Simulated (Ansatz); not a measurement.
## Run report: W, single-point calculation (part 1 of 2)

System: W (slab, 16 atoms in the cell).
Method: DFT, PBE, dispersion d4, plane waves, PAW, no spin polarisation (Ansatz 0.2.0).

The structure derives from an entry of the Crystallography Open Database. Figures and captions count atoms from 1; the log counts them from 0 in places.

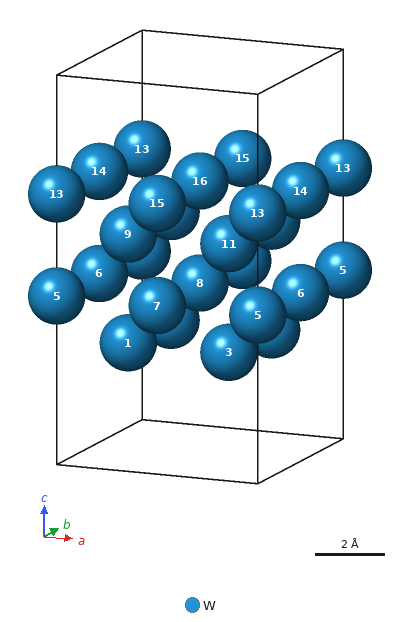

Figure 1. The structure (spheres-only view of the cell of the calculation, with the vacuum cut short, seen slightly off an axis; atoms are numbered from 1 in the order of the input). An atom can appear more than once, as a periodic image.

## Input file
```yaml
crystal:
  lattice:
    - [6.367398338, 0.0, 0.0]
    - [0.0, 6.367398338, 0.0]
    - [0.0, 0.0, 20.1425775803]
  atoms:
    - { symbol: W, position: [0.25, 0.25, 0.1985843164] }
    - { symbol: W, position: [0.25, 0.75, 0.1985843164] }
    - { symbol: W, position: [0.75, 0.25, 0.1985843164] }
    - { symbol: W, position: [0.75, 0.75, 0.1985843164] }
    - { symbol: W, position: [0.0, 0.0, 0.2776134068] }
    - { symbol: W, position: [0.0, 0.5, 0.2776134068] }
    - { symbol: W, position: [0.5, 0.0, 0.2776134068] }
    - { symbol: W, position: [0.5, 0.5, 0.2776134068] }
    - { symbol: W, position: [0.25, 0.25, 0.3599451808] }
    - { symbol: W, position: [0.25, 0.75, 0.3599451808] }
    - { symbol: W, position: [0.75, 0.25, 0.3599451808] }
    - { symbol: W, position: [0.75, 0.75, 0.3599451808] }
    - { symbol: W, position: [0.0, 0.0, 0.4290700903] }
    - { symbol: W, position: [0.0, 0.5, 0.4290700903] }
    - { symbol: W, position: [0.5, 0.0, 0.4290700903] }
    - { symbol: W, position: [0.5, 0.5, 0.4290700903] }
kpoints:
  mp_grid: { grid: [4, 4, 1] }
hamiltonian:
  xc: pbe
  pseudopotentials: { kind: paw, source: jth }
  dispersion: d4
scf:
  occupations: { method: gaussian, width: 0.1 }
output:
  forces: true
  eigenvalues: true
efield:
  axis: 3
  dipole_correction: true
  ramp_width: 0.04
```

Run as:
```bash
ansatz run input.yaml --threads 4 --pin off --max-ram 12288MiB --backend cpu --events-out ev --progress --plain --runs-dir out
```

## Output
```
Warning: [file] the checks of this W dataset prove no rule for summing its radial tables, as where they were carried onto another mesh than they were made on, and Gregory's rule is taken, under which a leading mesh point left out moves its sums only by what lay on the interval it spanned. That does not make them correct, and they differ from Quantum ESPRESSO's on this file; a re-export a fraction of a mesh step off can move them. hamiltonian.pseudopotentials.radial_quadrature: simpson_from_first_knot sums it by `pw.x`'s rule; on a PAW file no value gives `pw.x`'s numbers. What more to know: hamiltonian.pseudopotentials.radial_quadrature, in the input reference
Engine: ansatz 0.2.0, x86_64-unknown-linux-gnu
Pseudopotentials: kind: paw
Pseudopotential: W, paw, valence charge 14, recommended cutoff 1290 eV (normal), W.paw.azcp
Functional definition: PBE
  parameter kappa = 0.804
  parameter beta = 0.06672455060314922
  exchange = pbe_x(kappa = kappa, mu = beta*pi^2/3)
  correlation = pbe_c(beta = beta)
Crystal: 16 atoms, lattice volume = 816.656 Å³
Basis set: ecut = 1290 eV, 86049 PW (Γ), exchange–correlation on 150×150×480 points (8 copies of the dense FFT grid, shifted against one another)
Bands: 135, of which v1, the nominal top of the filled ones, is band 112 counted from 1 (111 counted from 0)
Symmetry: 32 space group operations
Space group: P4mm (ITA 99), of the structure as read, at distance tolerance 9.3e-5 Å
k-points: 6 of 16
Non-local potential: W, projectors of the file, l = 0: 2, l = 1: 2, l = 2: 2
PAW form: soft (Blöchl's): semilocal exchange-correlation on the pseudo side does not see the compensation charge
PAW one-centre angular grid: W, 590 points (default); XC on 131 of its mesh's 977 points in the sphere
Initial density: superposition of atomic densities (neutral atoms: chi_scale 0, normalization atom)
Initial wavefunctions: pseudopotential atomic-orbital guess
Functional: x = pbe(κ = 0.804, μ = 0.2195149727645171), c = pbe(β = 0.06672455060314922)
SCF iter   1: F=—  HF=-165499.386487 eV  |F-HF|=—  |Δ(HF+E_count)|=         —  Δρ=4.88e-2  dr2=1.12e2  ethr=3.10e-3  p=-0.000 e·Å  D=-6.36e-10 V/Å  ΔV_dip=0.00 eV  dr2_dipole=4.54e0  V_vac-E_F(+/−)=6.75/6.75 eV  ⟨swp⟩=6.7  Hψ=3798  notcnv=0
efield: sawtooth ramp at fractional position 0.7938 (placed from the atoms, in the widest stretch of the axis that holds none; the zero of the levels goes with the place), width 0.0400; the density the first Hamiltonian is built on has a dipole p = -0.000 e·Å; the dipole correction subtracts the counter field D = -6.36e-10 V/Å, which shifts the + side's vacuum level by +0.00 eV against the − side's; the planar-averaged density in the ramp window peaks in size at 9.7e-9 e/Å³
preconditioner: auto → LDOS  [insulator: Δε(μ)=0.136 eV  Ē_g=4.770 eV  σ=0.100 eV  W_gap=0.65  n_scr=138 (ndim 8)  ℏωp=12.7 eV  f_vac=0.568  D(μ)=14.86/eV (n_scr^D=74)  ε∞_Penn≈8.1  β→1.0]
SCF iter   2: F=—  HF=-165493.084417 eV  |F-HF|=—  |Δ(HF+E_count)|=    6.30e0  Δρ=4.15e-2  dr2=1.18e2  ethr=3.10e-3  p=0.254 e·Å  D=5.62e-2 V/Å  ΔV_dip=-1.13 eV  dr2_dipole=1.45e0  V_vac-E_F(+/−)=1.82/2.95 eV  ⟨swp⟩=5.3  Hψ=1985  notcnv=0  defer=86
SCF iter   3: F=—  HF=-165485.892179 eV  |F-HF|=—  |Δ(HF+E_count)|=    7.19e0  Δρ=9.02e-3  dr2=4.66e0  ethr=3.10e-3  p=0.049 e·Å  D=1.09e-2 V/Å  ΔV_dip=-0.22 eV  dr2_dipole=3.20e-2  V_vac-E_F(+/−)=4.58/4.80 eV  ⟨swp⟩=4.8  Hψ=1804  notcnv=0  defer=67
SCF iter   4: F=—  HF=-165485.593970 eV  |F-HF|=—  |Δ(HF+E_count)|=   2.98e-1  Δρ=2.29e-3  dr2=1.86e-1  ethr=2.08e-3  p=0.035 e·Å  D=7.75e-3 V/Å  ΔV_dip=-0.16 eV  dr2_dipole=1.64e-6  V_vac-E_F(+/−)=4.16/4.31 eV  ⟨swp⟩=2.0  Hψ=988  notcnv=0  defer=86
SCF iter   5: F=—  HF=-165485.575996 eV  |F-HF|=—  |Δ(HF+E_count)|=   1.80e-2  Δρ=7.95e-4  dr2=2.05e-2  ethr=8.29e-5  p=0.028 e·Å  D=6.27e-3 V/Å  ΔV_dip=-0.13 eV  dr2_dipole=4.33e-5  V_vac-E_F(+/−)=4.02/4.15 eV  ⟨swp⟩=3.2  Hψ=1289  notcnv=0  defer=86
SCF iter   6: F=—  HF=-165485.575595 eV  |F-HF|=—  |Δ(HF+E_count)|=   4.01e-4  Δρ=2.01e-4  dr2=5.74e-4  ethr=9.15e-6  p=0.021 e·Å  D=4.64e-3 V/Å  ΔV_dip=-0.09 eV  dr2_dipole=4.22e-5  V_vac-E_F(+/−)=4.08/4.17 eV  ⟨swp⟩=2.2  Hψ=1007  notcnv=0  defer=86
SCF iter   7: F=—  HF=-165485.575703 eV  |F-HF|=—  |Δ(HF+E_count)|=   1.07e-4  Δρ=4.99e-5  dr2=2.91e-5  ethr=2.56e-7  p=0.018 e·Å  D=4.04e-3 V/Å  ΔV_dip=-0.08 eV  dr2_dipole=6.43e-7  V_vac-E_F(+/−)=4.08/4.16 eV  ⟨swp⟩=3.0  Hψ=1526  notcnv=0  defer=86
SCF iter   8: F=—  HF=-165485.575768 eV  |F-HF|=—  |Δ(HF+E_count)|=   6.58e-5  Δρ=1.44e-5  dr2=5.22e-6  ethr=1.30e-8  p=0.017 e·Å  D=3.72e-3 V/Å  ΔV_dip=-0.07 eV  dr2_dipole=7.21e-7  V_vac-E_F(+/−)=4.09/4.16 eV  ⟨swp⟩=2.5  Hψ=1238  notcnv=0  defer=86
SCF iter   9: F=—  HF=-165485.575769 eV  |F-HF|=—  |Δ(HF+E_count)|=   6.65e-7  Δρ=4.71e-6  dr2=1.54e-6  ethr=2.33e-9  p=0.017 e·Å  D=3.67e-3 V/Å  ΔV_dip=-0.07 eV  dr2_dipole=4.83e-9  V_vac-E_F(+/−)=4.09/4.16 eV  ⟨swp⟩=2.0  Hψ=1127  notcnv=0  defer=86
SCF iter  10: F=-165485.575769 eV  HF=-165485.575769 eV  |F-HF|=9.31e-9  |Δ(HF+E_count)|=   5.42e-8  Δρ=1.28e-6  dr2=1.93e-8  ethr=4.46e-11  p=0.016 e·Å  D=3.65e-3 V/Å  ΔV_dip=-0.07 eV  dr2_dipole=2.60e-11  V_vac-E_F(+/−)=4.09/4.16 eV  ⟨swp⟩=16.2  Hψ=5039  notcnv=0
SCF 1 converged in 10 iterations: F = -165485.575769 eV  dr2 = 1.93e-8
  greatest PAW one-centre occupation: 0.999 electrons in one spin orbital (limit 2), on the W atom at site 11 (counted from 0), in its partial waves of l = 0
```

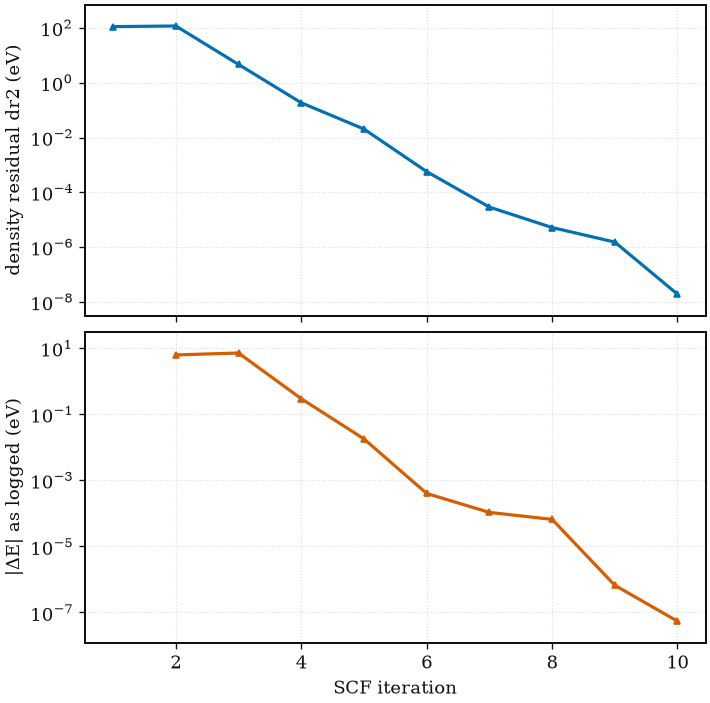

Figure 2. Convergence of the self-consistent field: density residual dr2 and size of the energy change against the SCF iteration. The residual falls almost steadily, with no more than small rises.

```
SCF converged after 10 iterations
Free energy (F): -165485.575769 eV
Harris-Foulkes:  -165485.575769 eV  (|F-HF|=9.31e-9)
Internal energy: -165485.459878 eV  (E = F + TS)
E sigma→0 (E₀):  -165485.517823 eV
Entropy (-TS):   -0.115891 eV (-7.243 meV/atom)
Fermi energy:    3.945935 eV
Dipole field:    D = 0.003651 V/Å  (p = 0.016479 e·Å, saw-weighted, corrected)
Work function:   Φ+ = 4.0885 eV   Φ− = 4.1621 eV
Levels:          The Fermi level and band energies are counted from a zero that moves with the ramp; work functions are not
--- Per-component energies (eV) ---
  E_band       = -5371.866706
  E_kinetic    = 2957.027820
  E_local      = -190682.523034  (includes V_loc(G=0)·N_el)
  E_nonlocal   = 4398.818208
  E_hartree    = 92972.360161
  E_xc         = -3310.071855
  E_vxc        = -1812.229838  (∫ρ·V_xc dr)
  E_paw        = -138359.347832  (= ΣΔE_a)
  E_vpaw       = -6177.634468  (= ΣTr[D̂ρ^β])
  E_aug_tail   = -0.000266  (compensation charges beyond the density's cutoff)
  E_efield     = 0.000030  (sawtooth field / dipole correction)
  E_vefield    = -0.040731  (∫n·V_field dr)
  E_ewald      = 66545.806472
  E_disp       = -7.529582  (pairwise vdW)
  E_smearing   = -0.115891  (= −TS)
  E_closure    = 0.000000  (closes the sum)
  Σ components = -165485.575769   (vs F -165485.575769, Δ=0.00e0)
--- Forces (eV/Å), atoms counted from 1 ---
  atom   1  W     -0.00000000    -0.00000000     2.16028720
  atom   2  W     -0.00000000    -0.00000000     2.16028720
  atom   3  W     -0.00000000    -0.00000000     2.16028720
  atom   4  W     -0.00000000    -0.00000000     2.16028720
  atom   5  W     -0.00000000     0.00000000    -1.98551560
  atom   6  W     -0.00000000    -0.00000000    -1.98551560
  atom   7  W     -0.00000000     0.00000000    -1.98551560
  atom   8  W     -0.00000000     0.00000000    -1.98551560
  atom   9  W     -0.00000000    -0.00000000    -0.05709038
  atom  10  W     -0.00000000    -0.00000000    -0.05709038
  atom  11  W     -0.00000000    -0.00000000    -0.05709038
  atom  12  W     -0.00000000    -0.00000000    -0.05709038
  atom  13  W      0.00000000    -0.00000000    -0.11772054
  atom  14  W      0.00000000     0.00000000    -0.11772054
  atom  15  W      0.00000000     0.00000000    -0.11772054
  atom  16  W      0.00000000     0.00000000    -0.11772054
  max |Σ_I F_I| component: 1.57e-4 eV/Å
--- Band table (eV; the first three rows and the last of 6) ---
```
